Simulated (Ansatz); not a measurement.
# Band-structure calculation, with input and output: AgI

AgI (P6₃mc, 4 atoms in the cell), computed with DFT, PBE, plane waves, PAW, no spin polarisation (Ansatz 0.2.0).

The structure was built on a prototype by a generator. The geometry comes from this level: r2SCAN (a point of a series of strains). It belongs to a series of runs on one base structure; here: uniaxial_z strain +0.5%. Figures and captions count atoms from 1; the log counts them from 0 in places.

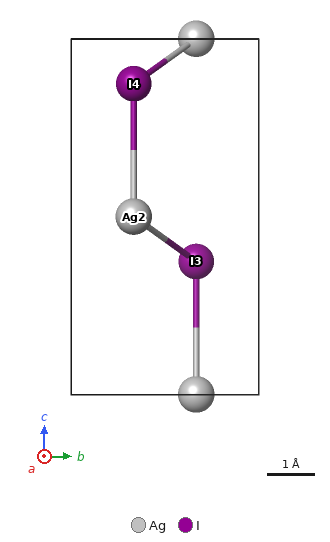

The structure (ball-and-stick view of the cell of the calculation, along the a axis; atoms are numbered from 1 in the order of the input).

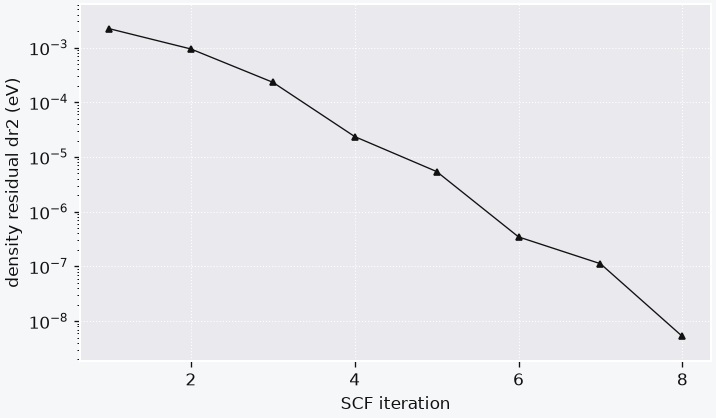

Convergence of the self-consistent field: density residual dr2 against the SCF iteration. The residual falls at every step.

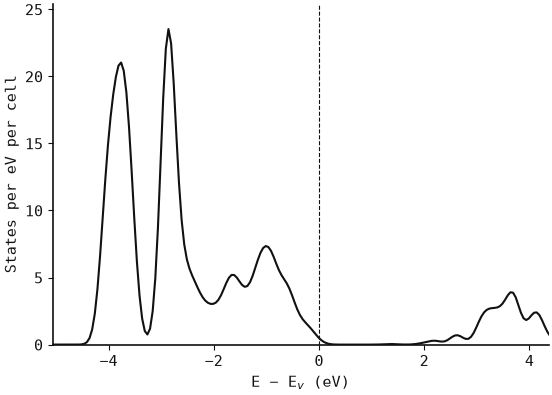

Density of states (the curve is built from the levels of the k mesh with Gaussians 0.3 eV wide, which also blur the band edges), with energies from the valence-band top. There is a gap of 1.36 eV on the k-point mesh. Small ripples come from the finite k-point mesh.

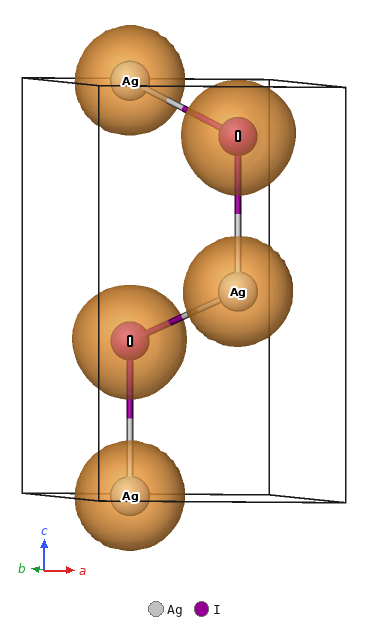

Isosurface of the valence charge density (pseudo) at 0.6 e/Å³ (orange), seen at an oblique angle. Sticks mark near contacts. The outline is the cell set on symmetry axes. At this value the density breaks into separate islands; it holds about 80 % of the electrons treated as valence (semicore included). It is pinched off along the Ag–I (2.85 Å) contacts. On the grid the lowest density along these lines, outside the cores, is 0.3 e/Å³ (Ag–I, 2.85 Å). The fields are those of the smooth PAW valence density.

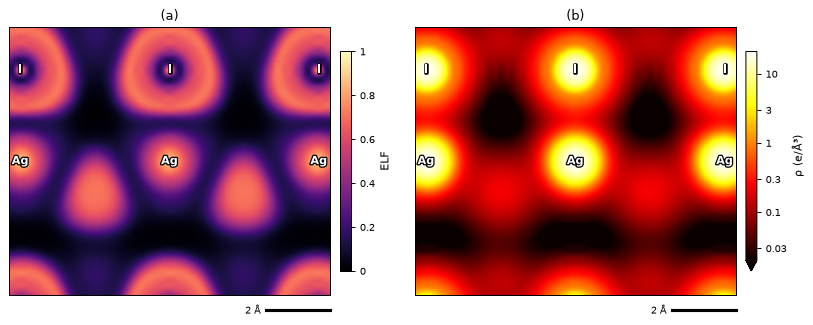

(a) electron localisation function; (b) valence charge density (pseudo) on the (100) plane of the conventional cell. The section cuts through Ag and I sites. Ag–I (2.85 Å): ρ at the midpoint is about 0.32 e/Å³; the ELF peaks at about 0.65 in the valence shell of I, 1.2 Å from its nucleus, and drops to about 0.15 between the two atoms. Away from the nuclei the density in this plane falls to 0.01 e/Å³ at its lowest. The strong features right at Ag lie inside the PAW spheres (semicore, d or f shells) and say nothing about bonding.

The input and output of the run follow.

**Input**
```yaml
crystal:
  lattice:
    - [4.6508717568, 0.0, 0.0]
    - [-2.3254358784, 4.0277730911, 0.0]
    - [0.0, 0.0, 7.6372931925]
  atoms:
    - { symbol: Ag, position: [0.3333333333, 0.6666666667, 0.0006839999] }
    - { symbol: Ag, position: [0.6666666667, 0.3333333333, 0.5006839999] }
    - { symbol: I, position: [0.3333333333, 0.6666666667, 0.3743160001] }
    - { symbol: I, position: [0.6666666667, 0.3333333333, 0.8743160001] }
kpoints:
  mp_grid: { grid: [6, 6, 4] }
  band_path:
    path:
      - [0.0, 0.0, 0.0]
      - [0.5, 0.0, 0.0]
      - [0.3333333333, 0.3333333333, 0.0]
      - [0.0, 0.0, 0.5]
      - [0.5, 0.0, 0.5]
      - [0.3333333333, 0.3333333333, 0.5]
    npoints: 1
hamiltonian:
  xc: pbe
scf:
  occupations: { method: fermi_dirac, width: 0.02 }
  n_extra_bands: 5
output:
  forces: true
  stress: true
  eigenvalues: true
  write_density: true
  write_potential: true
  elf: true
  volumetric_format: npy
```

Run as:
```bash
ansatz run input.yaml --threads 2 --pin off --max-ram 2211MiB --backend cpu --events-out ev --progress --plain --runs-dir out
```

**Output**
```
scf.n_extra_bands = 5 over 36 filled bands (N_el = 72.0): the run solves 41 bands
Engine: ansatz 0.2.0, x86_64-unknown-linux-gnu
Pseudopotentials: kind: paw
Pseudopotential: Ag, paw, valence charge 19, recommended cutoff 420 eV (normal), Ag.paw.azcp
Pseudopotential: I, paw, valence charge 17, recommended cutoff 420 eV (normal), I.paw.azcp
Functional definition: PBE
  parameter kappa = 0.804
  parameter beta = 0.06672455060314922
  exchange = pbe_x(kappa = kappa, mu = beta*pi^2/3)
  correlation = pbe_c(beta = beta)
Crystal: 4 atoms, lattice volume = 143.067 Å³
Basis set: ecut = 420 eV, 2779 PW (Γ), exchange–correlation on 64×64×108 points (8 copies of the dense FFT grid, shifted against one another)
Bands: 41, of which v1, the nominal top of the filled ones, is band 36 counted from 1 (35 counted from 0)
Symmetry: 12 space group operations
Space group: P63mc (ITA 186), of the structure as read, at distance tolerance 5.2e-5 Å
k-points: 21 of 144 (time reversal used)
Non-local potential: Ag, projectors of the file, l = 0: 3, l = 1: 2, l = 2: 2, l = 3: 1
Non-local potential: I, projectors of the file, l = 0: 2, l = 1: 2, l = 2: 2, l = 3: 2
PAW form: soft (Blöchl's): semilocal exchange-correlation on the pseudo side does not see the compensation charge
PAW one-centre angular grid: Ag, 590 points (default); XC on 64 Gauss nodes
PAW one-centre angular grid: I, 590 points (default); XC on 64 Gauss nodes
Initial density: superposition of atomic densities (neutral atoms: chi_scale 0, normalization atom), corrected by the library's trained network
Initial wavefunctions: pseudopotential atomic-orbital guess
Functional: x = pbe(κ = 0.804, μ = 0.2195149727645171), c = pbe(β = 0.06672455060314922)
SCF iter   1: F=—  HF=-30208.005638 eV  |F-HF|=—  |Δ(HF+E_count)|=         —  Δρ=9.26e-4  dr2=2.22e-3  ethr=1.77e-3  ⟨swp⟩=8.0  Hψ=3589  notcnv=0
preconditioner: auto → Resta (q_TF=auto, 2.433 Å⁻¹)  ε∞=5.7  [insulator: Δε(μ)=1.357 eV  Ē_g=8.549 eV  σ=0.020 eV  W_gap=1.00  n_scr=34 (ndim 8)  ℏωp=18.6 eV  f_vac=0.232  D(μ)=0.00/eV (n_scr^D=0)  ε∞_Penn≈5.7]
SCF iter   2: F=—  HF=-30208.006514 eV  |F-HF|=—  |Δ(HF+E_count)|=   8.76e-4  Δρ=6.23e-4  dr2=9.43e-4  ethr=3.09e-6  ⟨swp⟩=3.0  Hψ=1591  notcnv=0  defer=21
SCF iter   3: F=—  HF=-30208.006571 eV  |F-HF|=—  |Δ(HF+E_count)|=   5.71e-5  Δρ=4.41e-4  dr2=2.32e-4  ethr=1.31e-6  ⟨swp⟩=2.2  Hψ=1637  notcnv=0  defer=21
SCF iter   4: F=—  HF=-30208.006548 eV  |F-HF|=—  |Δ(HF+E_count)|=   2.33e-5  Δρ=1.31e-4  dr2=2.36e-5  ethr=3.22e-7  ⟨swp⟩=2.0  Hψ=1176  notcnv=0  defer=21
SCF iter   5: F=—  HF=-30208.006584 eV  |F-HF|=—  |Δ(HF+E_count)|=   3.60e-5  Δρ=4.96e-5  dr2=5.42e-6  ethr=3.27e-8  ⟨swp⟩=2.1  Hψ=1177  notcnv=0  defer=21
SCF iter   6: F=—  HF=-30208.006593 eV  |F-HF|=—  |Δ(HF+E_count)|=   8.83e-6  Δρ=1.30e-5  dr2=3.46e-7  ethr=7.52e-9  ⟨swp⟩=2.0  Hψ=1218  notcnv=0  defer=21
SCF iter   7: F=—  HF=-30208.006593 eV  |F-HF|=—  |Δ(HF+E_count)|=   6.04e-7  Δρ=8.18e-6  dr2=1.12e-7  ethr=1.39e-10  ⟨swp⟩=14.4  Hψ=6500  notcnv=0
SCF iter   8: F=-30208.006593 eV  HF=-30208.006593 eV  |F-HF|=9.69e-9  |Δ(HF+E_count)|=   8.37e-8  Δρ=1.85e-6  dr2=5.26e-9  ethr=1.39e-10  ⟨swp⟩=10.1  Hψ=5808  notcnv=0
SCF 1 converged in 8 iterations: F = -30208.006593 eV  dr2 = 5.26e-9
  greatest PAW one-centre occupation: 1.000 electrons in one spin orbital (limit 2), on the Ag atom at site 1 (counted from 0), in its partial waves of l = 0
NSCF: frozen V_eff on 6 k-points
SCF converged after 8 iterations
Free energy (F): -30208.006593 eV
Harris-Foulkes:  -30208.006593 eV  (|F-HF|=9.69e-9)
Internal energy: -30208.006593 eV  (E = F + TS)
E sigma→0 (E₀):  -30208.006593 eV
Fermi energy:    6.867407 eV
--- Per-component energies (eV) ---
  E_band       = -1592.619190
  E_kinetic    = 1432.947215
  E_local      = -11230.523069  (includes V_loc(G=0)·N_el)
  E_nonlocal   = -15.958405
  E_hartree    = 5304.137647
  E_xc         = -622.486099
  E_vxc        = -722.343136  (∫ρ·V_xc dr)
  E_paw        = -17442.257733  (= ΣΔE_a)
  E_vpaw       = -1665.021354  (= ΣTr[D̂ρ^β])
  E_aug_tail   = 0.000583  (compensation charges beyond the density's cutoff)
  E_ewald      = -7633.866732
  E_smearing   = -0.000000  (= −TS)
  E_closure    = 0.000000  (closes the sum)
  Σ components = -30208.006593   (vs F -30208.006593, Δ=0.00e0)
--- Forces (eV/Å), atoms counted from 1 ---
  atom   1  Ag     0.00000000    -0.00000000    -0.00057273
  atom   2  Ag     0.00000000     0.00000000    -0.00057273
  atom   3  I     -0.00000000    -0.00000000     0.00057437
  atom   4  I      0.00000000     0.00000000     0.00057437
  max |Σ_I F_I| component: 3.28e-6 eV/Å
--- Stress (GPa, compression-positive) ---
        0.508758       0.000000      -0.000000
        0.000000       0.508758       0.000000
        0.000000      -0.000000       0.450767
  P = ⅓ Tr σ = 0.4894 GPa (4.894 kbar)
--- Band table (eV; the first three rows and the last of 21) ---
  k-point 0: bands = ["-84.2084", "-84.2084", "-47.7263", "-47.7262", "-47.7255", "-47.7255", "-47.7255", "-47.7255", "-38.4954", "-38.4952", "-38.4935", "-38.4935", "-38.4935", "-38.4935", "-38.4907", "-38.4907", "-38.4907", "-38.4907", "-6.3992", "-6.1424", "2.2195", "2.2348", "2.2348", "2.3041", "2.3712", "2.3712", "3.2500", "3.2500", "3.3327", "3.3327", "3.4159", "5.5201", "5.5201", "6.1159", "6.1782", "6.1782", "7.5420", "8.8630", "12.0254", "12.0254", "12.1348"]
  k-point 1: bands = ["-84.2084", "-84.2084", "-47.7263", "-47.7263", "-47.7255", "-47.7255", "-47.7255", "-47.7255", "-38.4954", "-38.4953", "-38.4935", "-38.4935", "-38.4935", "-38.4935", "-38.4907", "-38.4907", "-38.4907", "-38.4907", "-6.3630", "-6.1814", "2.1888", "2.2144", "2.2504", "2.2504", "2.3462", "2.3462", "3.2653", "3.2653", "3.3244", "3.3244", "3.7808", "5.5006", "5.6122", "5.6122", "6.0770", "6.0770", "8.1745", "8.9016", "11.7873", "12.0919", "12.0919"]
  k-point 2: bands = ["-84.2084", "-84.2084", "-47.7263", "-47.7263", "-47.7255", "-47.7255", "-47.7255", "-47.7255", "-38.4953", "-38.4953", "-38.4935", "-38.4935", "-38.4935", "-38.4935", "-38.4907", "-38.4907", "-38.4907", "-38.4907", "-6.2736", "-6.2736", "2.1543", "2.1543", "2.2937", "2.2937", "2.2937", "2.2937", "3.2983", "3.2983", "3.2983", "3.2983", "4.5758", "4.5758", "5.8401", "5.8401", "5.8401", "5.8401", "8.8271", "8.8271", "11.8209", "11.8209", "12.3240"]
  k-point 20: bands = ["-84.2084", "-84.2084", "-47.7263", "-47.7263", "-47.7256", "-47.7256", "-47.7256", "-47.7256", "-38.4953", "-38.4953", "-38.4936", "-38.4936", "-38.4935", "-38.4935", "-38.4907", "-38.4907", "-38.4907", "-38.4907", "-6.0751", "-6.0751", "2.2317", "2.2317", "2.3852", "2.3852", "2.6303", "2.6303", "3.2439", "3.2439", "3.4591", "3.4591", "3.5698", "3.5698", "4.4003", "4.4003", "5.1223", "5.1223", "10.0851", "10.0851", "11.9134", "11.9134", "12.0936"]
```

**File bands.tsv**
```
# k_distance	band_0	band_1	band_2	band_3	band_4	band_5	band_6	band_7	band_8	band_9	band_10	band_11	band_12	band_13	band_14	band_15	band_16	band_17	band_18	band_19	band_20	band_21	band_22	band_23	band_24	band_25	band_26	band_27	band_28	band_29	band_30	band_31	band_32	band_33	band_34	band_35	band_36	band_37	band_38	band_39	band_40
# fermi_ev = 6.867407
# lock_threshold_ev = 1e-6
# [0, 0, 0] at k_distance = 0.000000
# [0.5, 0, 0] at k_distance = 0.779983
# [0.3333333333, 0.3333333333, 0] at k_distance = 1.230306
# [0, 0, 0.5] at k_distance = 2.220443
# [0.5, 0, 0.5] at k_distance = 3.000425
# [0.3333333333, 0.3333333333, 0.5] at k_distance = 3.450748
# levels_relative_to = fermi_ev
# free_energy_ev = -30208.006593
# largest_residual_norms_ev = 4.139e-4 4.699e-4 3.857e-4 4.286e-4 4.002e-4 3.951e-4 3.949e-4 4.246e-4 3.372e-4 3.847e-4 3.533e-4 3.662e-4 3.456e-4 3.939e-4 3.374e-4 3.558e-4 3.516e-4 4.022e-4 3.978e-4 5.717e-4 7.877e-4 9.252e-4 1.060e-3 1.109e-3 1.161e-3 1.261e-3 1.237e-3 1.340e-3 1.261e-3 1.305e-3 8.561e-4 1.423e-3 1.344e-3 4.748e-4 5.507e-4 1.287e-3 8.236e-4 1.363e-3 1.290e-3 1.996e-3 2.308e-3
0.000000	-91.075807	-91.075807	-54.593743	-54.593646	-54.592947	-54.592947	-54.592941	-54.592941	-45.362831	-45.362641	-45.360889	-45.360889	-45.360877	-45.360877	-45.358132	-45.358132	-45.358078	-45.358078	-13.266635	-13.009806	-4.647908	-4.632604	-4.632604	-4.563285	-4.496165	-4.496165	-3.617437	-3.617437	-3.534738	-3.534738	-3.451548	-1.347335	-1.347335	-0.751551	-0.689192	-0.689192	0.674622	1.995623	5.157988	5.157988	5.267441
0.779983	-91.075808	-91.075808	-54.593698	-54.593675	-54.593044	-54.593023	-54.592967	-54.592959	-45.362715	-45.362653	-45.361049	-45.361034	-45.360881	-45.360869	-45.358136	-45.358125	-45.358064	-45.358026	-13.008681	-12.923447	-4.729681	-4.626848	-4.485587	-4.331200	-4.273722	-4.195849	-3.598644	-3.549543	-3.505516	-3.492720	-3.275169	-3.140538	-2.734874	-2.331910	-1.646742	-1.341998	2.623594	2.959516	4.178956	5.114744	5.612817
1.230306	-91.075808	-91.075808	-54.593690	-54.593690	-54.593028	-54.593002	-54.593002	-54.592991	-45.362677	-45.362677	-45.361034	-45.361034	-45.360908	-45.360907	-45.358117	-45.358088	-45.358071	-45.358071	-12.944364	-12.944364	-4.627383	-4.416360	-4.416360	-4.256748	-4.249435	-4.249435	-3.632203	-3.632203	-3.617904	-3.612034	-3.156032	-3.156032	-3.054259	-2.102989	-2.102989	-1.894446	3.723478	3.723478	3.820809	6.086965	6.086965
2.220443	-91.075807	-91.075807	-54.593701	-54.593701	-54.592948	-54.592948	-54.592948	-54.592948	-45.362743	-45.362743	-45.360887	-45.360887	-45.360887	-45.360887	-45.358109	-45.358109	-45.358109	-45.358109	-13.140976	-13.140976	-4.713119	-4.713119	-4.573708	-4.573708	-4.573708	-4.573708	-3.569129	-3.569129	-3.569129	-3.569129	-2.291561	-2.291561	-1.027338	-1.027338	-1.027338	-1.027338	1.959724	1.959724	4.953450	4.953450	5.456632
3.000425	-91.075808	-91.075808	-54.593690	-54.593690	-54.593027	-54.593027	-54.592965	-54.592965	-45.362686	-45.362686	-45.361033	-45.361033	-45.360880	-45.360880	-45.358128	-45.358128	-45.358046	-45.358046	-12.964681	-12.964681	-4.819646	-4.819646	-4.359855	-4.359855	-4.314041	-4.314041	-3.531094	-3.531094	-3.448345	-3.448345	-3.328712	-3.328712	-1.844840	-1.844840	-1.831909	-1.831909	2.590510	2.590510	4.241520	4.241520	6.608080
3.450748	-91.075808	-91.075808	-54.593681	-54.593681	-54.593006	-54.593006	-54.592997	-54.592997	-45.362679	-45.362679	-45.361021	-45.361021	-45.360899	-45.360899	-45.358099	-45.358099	-45.358069	-45.358069	-12.942483	-12.942483	-4.635668	-4.635668	-4.482159	-4.482159	-4.237066	-4.237066	-3.623504	-3.623504	-3.408270	-3.408270	-3.297578	-3.297578	-2.467080	-2.467080	-1.745075	-1.745075	3.217741	3.217741	5.045975	5.045975	5.226167
```

**File rho_z.tsv**
```
# z_ang	rho[e/angstrom^3]
# format = ansatz-planar-average/11
# lattice	4.650871757	0.000000000	0.000000000
# lattice	-2.325435878	4.027773091	0.000000000
# lattice	0.000000000	0.000000000	7.637293192
# sites	4
# site	47	0.000000000	2.685182061	0.005223908
# site	47	2.325435878	1.342591030	3.823870504
# site	53	0.000000000	2.685182061	2.858761039
# site	53	2.325435878	1.342591030	6.677407636
0.000000	1.117979e0
0.141431	1.022966e0
0.282863	8.250774e-1
0.424294	5.853247e-1
0.565725	3.669446e-1
0.707157	2.093994e-1
0.848588	1.191732e-1
0.990019	7.624722e-2
1.131451	5.712203e-2
1.272882	5.044116e-2
1.414314	5.235541e-2
1.555745	6.109332e-2
1.697176	7.719328e-2
1.838608	1.011345e-1
1.980039	1.339477e-1
2.121470	1.772196e-1
2.262902	2.580126e-1
2.404333	4.143223e-1
2.545764	6.257307e-1
2.687196	8.195744e-1
2.828627	9.305699e-1
2.970058	9.368652e-1
3.111490	8.734750e-1
3.252921	8.160599e-1
3.394353	8.395190e-1
3.535784	9.565748e-1
3.677215	1.083737e0
3.818647	1.117979e0
3.960078	1.022966e0
4.101509	8.250774e-1
4.242941	5.853247e-1
4.384372	3.669446e-1
4.525803	2.093994e-1
4.667235	1.191732e-1
4.808666	7.624722e-2
4.950097	5.712203e-2
5.091529	5.044116e-2
5.232960	5.235541e-2
5.374392	6.109332e-2
5.515823	7.719328e-2
5.657254	1.011345e-1
5.798686	1.339477e-1
5.940117	1.772196e-1
6.081548	2.580126e-1
6.222980	4.143223e-1
6.364411	6.257307e-1
6.505842	8.195744e-1
6.647274	9.305699e-1
6.788705	9.368652e-1
6.930136	8.734750e-1
7.071568	8.160599e-1
7.212999	8.395190e-1
7.354430	9.565748e-1
7.495862	1.083737e0
```

**File v_z.tsv**
```
# z_ang	v_es[eV]	v_tot[eV]
# format = ansatz-planar-average/11
# xc	pbe
# density_cutoff_ev	1680
# datasets	Ag=:simpson_from_first_knot:soft	I=:simpson_from_first_knot:soft
# lattice	4.650871757	0.000000000	0.000000000
# lattice	-2.325435878	4.027773091	0.000000000
# lattice	0.000000000	0.000000000	7.637293192
# sites	4
# site	47	0.000000000	2.685182061	0.005223908
# site	47	2.325435878	1.342591030	3.823870504
# site	53	0.000000000	2.685182061	2.858761039
# site	53	2.325435878	1.342591030	6.677407636
0.000000	2.489983e0	-8.092182e0
0.141431	3.481814e0	-6.596413e0
0.282863	4.483914e0	-4.946564e0
0.424294	5.544738e0	-3.122699e0
0.565725	6.681655e0	-1.156268e0
0.707157	7.830390e0	8.489638e-1
0.848588	8.892597e0	2.717426e0
0.990019	9.722904e0	4.238566e0
1.131451	1.021472e1	5.167875e0
1.272882	1.044902e1	5.479944e0
1.414314	1.049933e1	5.390007e0
1.555745	1.035680e1	5.058520e0
1.697176	9.978564e0	4.351505e0
1.838608	9.262416e0	3.095485e0
1.980039	8.255164e0	1.494333e0
2.121470	7.235698e0	-1.400173e-1
2.262902	6.472463e0	-1.547152e0
2.404333	6.058724e0	-2.580193e0
2.545764	5.908848e0	-3.278759e0
2.687196	5.815685e0	-3.834945e0
2.828627	5.476108e0	-4.590197e0
2.970058	4.660436e0	-5.796290e0
3.111490	3.508019e0	-7.296251e0
3.252921	2.360213e0	-8.684302e0
3.394353	1.547292e0	-9.599683e0
3.535784	1.297762e0	-9.803501e0
3.677215	1.666199e0	-9.252460e0
3.818647	2.489983e0	-8.092182e0
3.960078	3.481814e0	-6.596413e0
4.101509	4.483914e0	-4.946564e0
4.242941	5.544738e0	-3.122699e0
4.384372	6.681655e0	-1.156268e0
4.525803	7.830390e0	8.489638e-1
4.667235	8.892597e0	2.717426e0
4.808666	9.722904e0	4.238566e0
4.950097	1.021472e1	5.167875e0
5.091529	1.044902e1	5.479944e0
5.232960	1.049933e1	5.390007e0
5.374392	1.035680e1	5.058520e0
5.515823	9.978564e0	4.351505e0
5.657254	9.262416e0	3.095485e0
5.798686	8.255164e0	1.494333e0
5.940117	7.235698e0	-1.400173e-1
6.081548	6.472463e0	-1.547152e0
6.222980	6.058724e0	-2.580193e0
6.364411	5.908848e0	-3.278759e0
6.505842	5.815685e0	-3.834945e0
6.647274	5.476108e0	-4.590197e0
6.788705	4.660436e0	-5.796290e0
6.930136	3.508019e0	-7.296251e0
7.071568	2.360213e0	-8.684302e0
7.212999	1.547292e0	-9.599683e0
7.354430	1.297762e0	-9.803501e0
7.495862	1.666199e0	-9.252460e0
```

**Key numbers**

- outcome: converged
- space group (tolerance 0.01 Å): P6₃mc (186)
- electrons treated: 72
- free energy: −30208.0066 eV
- Fermi energy: 6.867 eV
- gap on the k-point mesh: 1.36 eV
- pressure: 0.49 GPa
- largest force (length of the vector): 0.001 eV/Å
- hardware: 2 threads of an x86-64 CPU, shared host
- wall time: 16 s (CPU time 30 s)
- peak memory: 0.44 GiB

Spin-orbit coupling is left out, which matters for I.
